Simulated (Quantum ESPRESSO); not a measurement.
# How biaxial strain moves the moments of Fe

How does biaxial strain change the magnetic state of Fe?

Program: Quantum ESPRESSO 7.5. Level of theory: PBE; plane waves with GBRV 1.5 PBE potentials, no spin-orbit coupling. Results are calculated unless marked as measured.

The database entry behind the starting cell differs from later determinations by our own check (an axis about 0.7 % long against later determinations), so it need not match the best structure at ambient conditions.

### Step 1. The starting structure

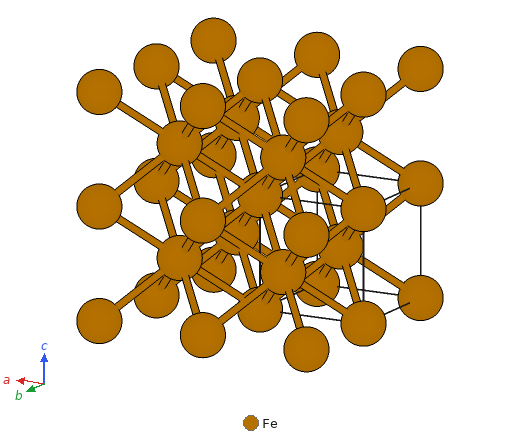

The starting structure, seen from a free direction (iron orange). 2×2×2 cells are drawn. This picture shows the conventional cell, with its axes. Some periodic images of atoms are drawn too.

The cell comes from the Crystallography Open Database.

### Step 2. Biaxial 0.94, ferro +

Lengths in the Cartesian xy plane scale by the factor; z is kept. Atoms keep their fractional places. Seeded atoms are those given a starting moment.

Input file pw.in:

```
&CONTROL
  calculation = 'scf'
  prefix = 'pwscf'
  outdir = './tmp'
  pseudo_dir = './pseudo'
  disk_io = 'nowf'
  tprnfor = .true.
  tstress = .true.
/
&SYSTEM
  ibrav = 0
  nat = 1
  ntyp = 1
  ecutwfc = 40
  ecutrho = 280
  nbnd = 15
  occupations = 'smearing'
  smearing = 'fd'
  degauss = 0.00367493
  nspin = 2
  starting_magnetization(1) = 0.175
/
&ELECTRONS
  conv_thr = 2d-09
  electron_maxstep = 150
  mixing_beta = 0.3
/
ATOMIC_SPECIES
Fe     55.8450 fe_pbe_v1.5.uspp.F.UPF
CELL_PARAMETERS angstrom
  -1.3564200000    1.3564200000    1.4430000000
   1.3564200000   -1.3564200000    1.4430000000
   1.3564200000    1.3564200000   -1.4430000000
ATOMIC_POSITIONS crystal
Fe      0.0000000000    0.0000000000    0.0000000000
K_POINTS automatic
14 14 14 0 0 0
```

The run is started by

```bash
$ OMP_NUM_THREADS=1 mpirun -n 2 pw.x -nk 2 -in pw.in > pw.out
```

The log of the run:

```text
Program PWSCF v.7.5 starts

     Message from routine setup:
     using ibrav=0 with symmetry is DISCOURAGED, use correct ibrav instead

     K-points division:     npool     =       2
     Subspace diagonalization in iterative solution of the eigenvalue problem:

     bravais-lattice index     =            0
     lattice parameter (alat)  =       4.5361  a.u.
     unit-cell volume          =      71.6657 (a.u.)^3
     number of atoms/cell      =            1
     number of atomic types    =            1
     number of electrons       =        16.00
     number of Kohn-Sham states=           15
     kinetic-energy cutoff     =      40.0000  Ry
     charge density cutoff     =     280.0000  Ry
     scf convergence threshold =      2.0E-09
     mixing beta               =       0.3000
     number of iterations used =            8  plain     mixing
     Exchange-correlation=  SLA  PW   PBX  PBC
                           (   1   4   3   4   0   0   0)

     celldm(1)=   4.536130  celldm(2)=   0.000000  celldm(3)=   0.000000
     celldm(4)=   0.000000  celldm(5)=   0.000000  celldm(6)=   0.000000

     crystal axes: (cart. coord. in units of alat)
               a(1) = (  -0.565077   0.565077   0.601146 )
               a(2) = (   0.565077  -0.565077   0.601146 )
               a(3) = (   0.565077   0.565077  -0.601146 )

     reciprocal axes: (cart. coord. in units 2 pi/alat)
               b(1) = ( -0.000000  0.884835  0.831745 )
               b(2) = (  0.884835 -0.000000  0.831745 )
               b(3) = (  0.884835  0.884835  0.000000 )

     PseudoPot. # 1 for Fe read from file:
     fe_pbe_v1.5.uspp.F.UPF
     Pseudo is Ultrasoft + core correction, Zval = 16.0

     atomic species   valence    mass     pseudopotential
     Fe               16.00    55.84500     Fe( 1.00)

     Starting magnetic structure
     atomic species   magnetization
     Fe              0.175

     16 Sym. Ops., with inversion, found

   Cartesian axes

     site n.     atom                  positions (alat units)
         1        Fe     tau(   1) = (   0.0000000   0.0000000   0.0000000  )

     number of k points=   244  Fermi-Dirac smearing, width (Ry)=  0.0037

     Number of k-points >= 100: set verbosity='high' to print them.

     Dense  grid:     5659 G-vectors     FFT dimensions: (  25,  25,  25)

     Smooth grid:     2411 G-vectors     FFT dimensions: (  20,  20,  20)

     Check: negative core charge=   -0.000068
     Generating pointlists ...
     new r_m :   0.4125 (alat units)  1.8712 (a.u.) for type    1

     Initial potential from superposition of free atoms

     starting charge      15.0000, renormalised to      16.0000
     Starting wfcs are   13 randomized atomic wfcs +    2 random wfcs

     Self-consistent Calculation

     iteration #  1     ecut=    40.00 Ry     beta= 0.30
     Davidson diagonalization with overlap
     ethr =  1.00E-02,  avg # of iterations =  4.2

     total energy              =    -249.92392384 Ry
     estimated scf accuracy    <       2.18521606 Ry

     total magnetization       =     1.88 Bohr mag/cell
     absolute magnetization    =     1.88 Bohr mag/cell

     iteration #  2     ecut=    40.00 Ry     beta= 0.30
     Davidson diagonalization with overlap
     ethr =  1.00E-02,  avg # of iterations =  1.9

     total energy              =    -250.33689534 Ry
     estimated scf accuracy    <       0.01464419 Ry

     total magnetization       =     2.27 Bohr mag/cell
     absolute magnetization    =     2.30 Bohr mag/cell

     [... further iterations left out ...]

     iteration #  9     ecut=    40.00 Ry     beta= 0.30
     Davidson diagonalization with overlap
     ethr =  1.89E-09,  avg # of iterations =  1.9

     total energy              =    -250.34341860 Ry
     estimated scf accuracy    <       0.00000018 Ry

     total magnetization       =     2.14 Bohr mag/cell
     absolute magnetization    =     2.24 Bohr mag/cell

     iteration # 10     ecut=    40.00 Ry     beta= 0.30
     Davidson diagonalization with overlap
     ethr =  1.12E-09,  avg # of iterations =  1.0

     Magnetic moment per site  (integrated on atomic sphere of radius R)
     atom   1 (R=0.413)  charge= 14.3393  magn=  2.1771

     End of self-consistent calculation

     Number of k-points >= 100: set verbosity='high' to print the bands.

     the Fermi energy is    19.7924 ev

!    total energy              =    -250.34341876 Ry
     estimated scf accuracy    <          7.5E-10 Ry
     smearing contrib. (-TS)   =      -0.00052078 Ry
     internal energy E=F+TS    =    -250.34289797 Ry

     The total energy is F=E-TS. E is the sum of the following terms:
     one-electron contribution =    -107.11927226 Ry
     hartree contribution      =      64.05765675 Ry
     xc contribution           =     -29.26968543 Ry
     ewald contribution        =    -178.01159703 Ry

     total magnetization       =     2.14 Bohr mag/cell
     absolute magnetization    =     2.24 Bohr mag/cell

     convergence has been achieved in  10 iterations

     Forces acting on atoms (cartesian axes, Ry/au):

     atom    1 type  1   force =     0.00000000    0.00000000    0.00000000

     Total force =     0.000000     Total SCF correction =     0.000000

     Computing stress (Cartesian axis) and pressure

          total   stress  (Ry/bohr**3)                   (kbar)     P=      167.11
   0.00133993  -0.00000000   0.00000000          197.11       -0.00        0.00
  -0.00000000   0.00133993   0.00000000           -0.00      197.11        0.00
  -0.00000000  -0.00000000   0.00072807           -0.00       -0.00      107.10

=------------------------------------------------------------------------------=
   JOB DONE.
=------------------------------------------------------------------------------=
```

It took 22 s on 2 MPI ranks of Arm Neoverse N1, shared host; peak memory 0.15 GiB; 44 s of CPU time.

Spin moment in the atom's sphere by atom:

| atom | spin moment in the atom's sphere (μB) |
| --- | --- |
| Fe1 | 2.18 |

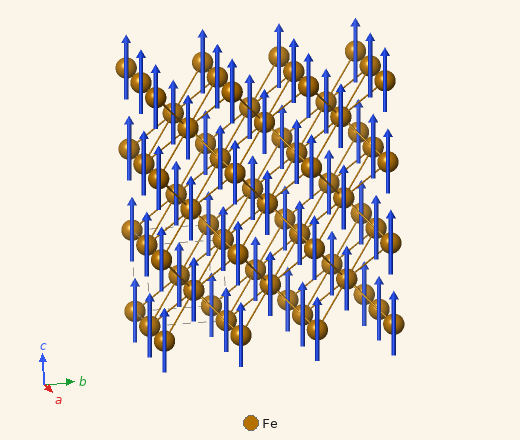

Spin moment in the atom's sphere as arrows, the longest 2.18 μB. Up and down stand for the sign. Arrows give size and sign along the axis of quantisation, drawn up and down the page. 2×3×3 conventional cells are drawn. Some periodic images of atoms are drawn too.

Numbers from this step:

```
smearing term TS       : 0.007086 eV
pressure               : 16.71 GPa
magnetization          : 2.14 μB
absolute magnetization : 2.241 μB
final state            : ferromagnetic
```

### Step 3. Biaxial 0.94, antiferro q=(0,0,1/2) +-

The wavevector q is in fractions of the reciprocal vectors of the crystal's primitive cell, as the cells of these inputs are built from it; moments change sign between cells as cos(2π q·R).

Input file pw.in:

```
&CONTROL
  calculation = 'scf'
  prefix = 'pwscf'
  outdir = './tmp'
  pseudo_dir = './pseudo'
  disk_io = 'nowf'
  tprnfor = .true.
  tstress = .true.
/
&SYSTEM
  ibrav = 0
  nat = 2
  ntyp = 2
  ecutwfc = 40
  ecutrho = 280
  nbnd = 23
  occupations = 'smearing'
  smearing = 'fd'
  degauss = 0.00367493
  nspin = 2
  starting_magnetization(1) = 0.175
  starting_magnetization(2) = -0.175
/
&ELECTRONS
  conv_thr = 4d-09
  electron_maxstep = 150
  mixing_beta = 0.3
/
ATOMIC_SPECIES
Fe1    55.8450 fe_pbe_v1.5.uspp.F.UPF
Fe2    55.8450 fe_pbe_v1.5.uspp.F.UPF
CELL_PARAMETERS angstrom
  -1.3564200000    1.3564200000    1.4430000000
   1.3564200000   -1.3564200000    1.4430000000
   2.7128400000    2.7128400000   -2.8860000000
ATOMIC_POSITIONS crystal
Fe1     0.0000000000    0.0000000000    0.0000000000
Fe2     0.0000000000    0.0000000000    0.5000000000
K_POINTS automatic
14 14 7 0 0 0
```

The log of the run:

```text
     [... lines left out ...]
Program PWSCF v.7.5 starts
     [... lines left out ...]
     number of atoms/cell      =            2
     [... lines left out ...]
     number of electrons       =        32.00
     number of Kohn-Sham states=           23
     kinetic-energy cutoff     =      40.0000  Ry
     charge density cutoff     =     280.0000  Ry
     scf convergence threshold =      4.0E-09
     [... lines left out ...]
      8 Sym. Ops., with inversion, found
     [... lines left out ...]
     number of k points=   228  Fermi-Dirac smearing, width (Ry)=  0.0037
     [... lines left out ...]
     iteration # 16     ecut=    40.00 Ry     beta= 0.30
     [... lines left out ...]
     Magnetic moment per site  (integrated on atomic sphere of radius R)
     atom   1 (R=0.413)  charge= 14.3327  magn=  1.7621
     atom   2 (R=0.413)  charge= 14.3328  magn= -1.7624
     [... lines left out ...]
     the Fermi energy is    20.0093 ev
!    total energy              =    -500.66228420 Ry
     estimated scf accuracy    <          3.7E-09 Ry
     smearing contrib. (-TS)   =      -0.00166808 Ry
     [... lines left out ...]
     total magnetization       =    -0.00 Bohr mag/cell
     absolute magnetization    =     3.65 Bohr mag/cell
     convergence has been achieved in  16 iterations
     [... lines left out ...]
     Total force =     0.000000     Total SCF correction =     0.000000
     [... lines left out ...]
          total   stress  (Ry/bohr**3)                   (kbar)     P=      105.07
     [... lines left out ...]
```

It took 1.7 min on 2 MPI ranks; peak memory 0.24 GiB.

Spin moment in the atom's sphere by atom:

```csv
atom,spin moment in the atom's sphere (μB)
Fe1,1.76
Fe2,-1.76
```

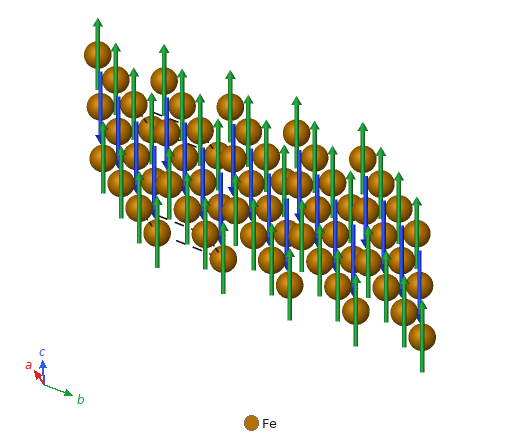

Spin moment in the atom's sphere as arrows, the longest 1.76 μB. Up and down stand for the sign. Arrows give size and sign along the axis of quantisation, drawn up and down the page. The two directions have two colours. 3×4×1 cells are drawn. Some periodic images of atoms are drawn too.

This step gave:

| Quantity | Value |
| --- | --- |
| smearing term TS | 0.02270 eV |
| pressure | 10.51 GPa |
| magnetization | 0 μB |
| absolute magnetization | 3.651 μB |
| final state | antiferromagnetic |

### Step 4. Biaxial 0.94, no spin polarisation

Input file pw.in:

```
&CONTROL
  calculation = 'scf'
  prefix = 'pwscf'
  outdir = './tmp'
  pseudo_dir = './pseudo'
  disk_io = 'nowf'
  tprnfor = .true.
  tstress = .true.
/
&SYSTEM
  ibrav = 0
  nat = 1
  ntyp = 1
  ecutwfc = 40
  ecutrho = 280
  nbnd = 14
  occupations = 'smearing'
  smearing = 'fd'
  degauss = 0.00367493
/
&ELECTRONS
  conv_thr = 2d-09
  electron_maxstep = 150
  mixing_beta = 0.3
/
ATOMIC_SPECIES
Fe     55.8450 fe_pbe_v1.5.uspp.F.UPF
CELL_PARAMETERS angstrom
  -1.3564200000    1.3564200000    1.4430000000
   1.3564200000   -1.3564200000    1.4430000000
   1.3564200000    1.3564200000   -1.4430000000
ATOMIC_POSITIONS crystal
Fe      0.0000000000    0.0000000000    0.0000000000
K_POINTS automatic
14 14 14 0 0 0
```

The log of the run:

```text
     [... lines left out ...]
Program PWSCF v.7.5 starts
     [... lines left out ...]
     number of atoms/cell      =            1
     [... lines left out ...]
     number of electrons       =        16.00
     number of Kohn-Sham states=           14
     kinetic-energy cutoff     =      40.0000  Ry
     charge density cutoff     =     280.0000  Ry
     scf convergence threshold =      2.0E-09
     [... lines left out ...]
     16 Sym. Ops., with inversion, found
     [... lines left out ...]
     number of k points=   244  Fermi-Dirac smearing, width (Ry)=  0.0037
     [... lines left out ...]
     iteration #  9     ecut=    40.00 Ry     beta= 0.30
     [... lines left out ...]
     the Fermi energy is    19.8604 ev
!    total energy              =    -250.31276884 Ry
     estimated scf accuracy    <          1.8E-10 Ry
     smearing contrib. (-TS)   =      -0.00187227 Ry
     [... lines left out ...]
     convergence has been achieved in   9 iterations
     [... lines left out ...]
     Total force =     0.000000     Total SCF correction =     0.000000
     [... lines left out ...]
          total   stress  (Ry/bohr**3)                   (kbar)     P=      -37.98
     [... lines left out ...]
```

The job ended after 10 s (2 MPI ranks; peak memory 0.12 GiB).

Numbers from this step:

* smearing term TS: 0.02547 eV
* pressure: -3.799 GPa
* final state: non-magnetic (no spin polarisation)

### Step 5. Biaxial 1.06, ferro +

pw.in, as its differences from that of step 4:

```diff
@@ -15,3 +15,3 @@
   ecutrho = 280
-  nbnd = 14
+  nbnd = 15
   occupations = 'smearing'
@@ -19,2 +19,4 @@
   degauss = 0.00367493
+  nspin = 2
+  starting_magnetization(1) = 0.175
 /
@@ -28,5 +30,5 @@
 CELL_PARAMETERS angstrom
-  -1.3564200000    1.3564200000    1.4430000000
-   1.3564200000   -1.3564200000    1.4430000000
-   1.3564200000    1.3564200000   -1.4430000000
+  -1.5295800000    1.5295800000    1.4430000000
+   1.5295800000   -1.5295800000    1.4430000000
+   1.5295800000    1.5295800000   -1.4430000000
 ATOMIC_POSITIONS crystal
```

The log of the run:

```text
     [... lines left out ...]
Program PWSCF v.7.5 starts
     [... lines left out ...]
     number of atoms/cell      =            1
     [... lines left out ...]
     number of electrons       =        16.00
     number of Kohn-Sham states=           15
     kinetic-energy cutoff     =      40.0000  Ry
     charge density cutoff     =     280.0000  Ry
     scf convergence threshold =      2.0E-09
     [... lines left out ...]
     16 Sym. Ops., with inversion, found
     [... lines left out ...]
     number of k points=   244  Fermi-Dirac smearing, width (Ry)=  0.0037
     [... lines left out ...]
     iteration # 12     ecut=    40.00 Ry     beta= 0.30
     [... lines left out ...]
     Magnetic moment per site  (integrated on atomic sphere of radius R)
     atom   1 (R=0.413)  charge= 14.5264  magn=  2.6995
     [... lines left out ...]
     the Fermi energy is    14.7947 ev
!    total energy              =    -250.33686122 Ry
     estimated scf accuracy    <          8.9E-11 Ry
     smearing contrib. (-TS)   =      -0.00058014 Ry
     [... lines left out ...]
     total magnetization       =     2.61 Bohr mag/cell
     absolute magnetization    =     2.80 Bohr mag/cell
     convergence has been achieved in  12 iterations
     [... lines left out ...]
     Total force =     0.000000     Total SCF correction =     0.000000
     [... lines left out ...]
          total   stress  (Ry/bohr**3)                   (kbar)     P=     -183.81
     [... lines left out ...]
```

The job ended after 28 s (2 MPI ranks; peak memory 0.16 GiB).

This step gave:

```
smearing term TS       : 0.007893 eV
pressure               : -18.38 GPa
magnetization          : 2.612 μB
absolute magnetization : 2.801 μB
final state            : ferromagnetic
largest moment         : 2.700 μB
```

### Step 6. Trends

The runs not shown differ from these in the moved quantity alone.

States, by row:

```
biaxial        ferro +  antiferro q=(0,0,1/2) +-  no spin polarisation
   0.94  ferromagnetic         antiferromagnetic          non-magnetic
   0.96  ferromagnetic         antiferromagnetic          non-magnetic
   0.98  ferromagnetic         antiferromagnetic          non-magnetic
      1  ferromagnetic         antiferromagnetic          non-magnetic
   1.02  ferromagnetic         antiferromagnetic          non-magnetic
   1.04  ferromagnetic         antiferromagnetic          non-magnetic
   1.06  ferromagnetic         antiferromagnetic          non-magnetic
```

Table of largest site moment by biaxial:

| biaxial (factor) | ferro + (μB) | antiferro q=(0,0,1/2) +- (μB) |
| --- | --- | --- |
| 0.9400 | 2.18 | 1.76 |
| 0.9600 | 2.23 | 1.92 |
| 0.9800 | 2.30 | 2.08 |
| 1.0000 | 2.43 | 2.23 |
| 1.0200 | 2.58 | 2.36 |
| 1.0400 | 2.65 | 2.47 |
| 1.0600 | 2.70 | 2.57 |

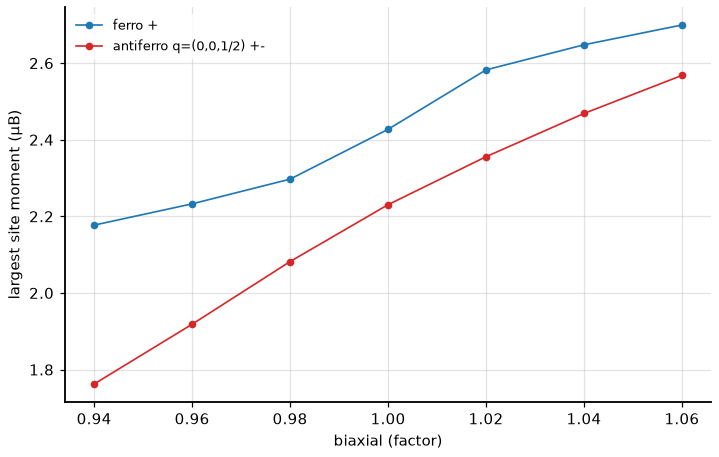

Largest site moment against biaxial.

Table of energy less that of the parallel start by biaxial; values in meV a seeded atom:

```csv
biaxial (factor),"antiferro q=(0,0,1/2) +-",no spin polarisation
0.9400,167,417
0.9600,199,497
0.9800,219,564
1.0000,230,622
1.0200,241,681
1.0400,248,739
1.0600,252,795
```

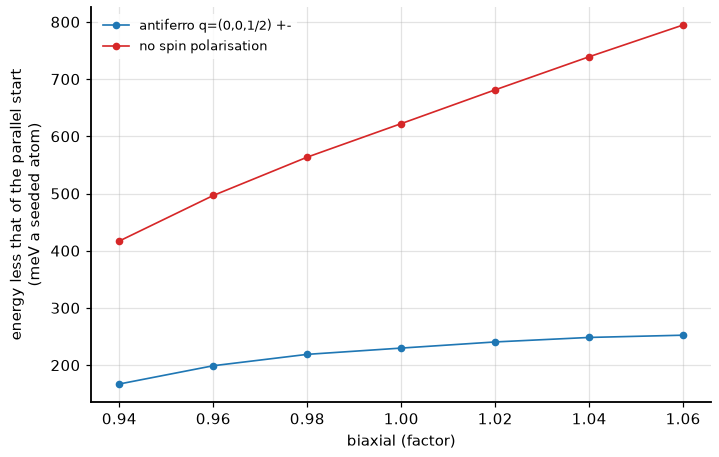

Energy less that of the parallel start, plotted against biaxial.

Energy over the lowest against biaxial; values in meV an atom:

```csv
biaxial (factor),ferro +,"antiferro q=(0,0,1/2) +-",no spin polarisation
0.9400,47.8,215,465
0.9600,8.76,208,505
0.9800,0,219,564
1.0000,14.6,244,637
1.0200,42.1,283,723
1.0400,83.1,331,822
1.0600,137,389,932
```

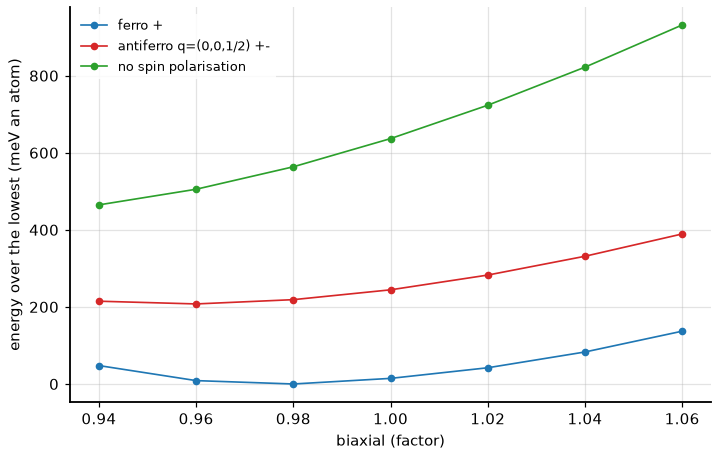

Energy over the lowest against biaxial.

### Step 7. Summary of results

```json
{
 "moment, parallel start": "2.18 to 2.70 μB",
 "states met from these starts": "antiferromagnetic and ferromagnetic"
}
```

What this shows: The moment of the parallel start goes from 2.18 μB at 0.94 to 2.70 μB at 1.06. The net moment of the cell goes from 2.14 to 2.61 μB. The radius of the spheres follows the nearest distance, so part of the change of the site moments is the spheres'. The largest moment of the start antiferro q=(0,0,1/2) +- lies between 1.76 and 2.57 μB. The start antiferro q=(0,0,1/2) +- lies over the parallel one at every finished point, by 167 to 252 meV a seeded atom.

[Logs and program files are shortened in this print: banners, set-up blocks, solver, clock and traceback lines can be left out without a mark of their own.]

[Logs are printed without paths, hosts, clocks, repeated set-up lines and the standing remarks that a program may print on its own settings, such as how far it seeks lower states.]

[Hosts, paths, dates, database ids (printed as entryN), source tags and the programs' standing remarks are cut or masked in the printed files.]

[Where a cell is said to come from a database of computed structures, the database is the Materials Project.]
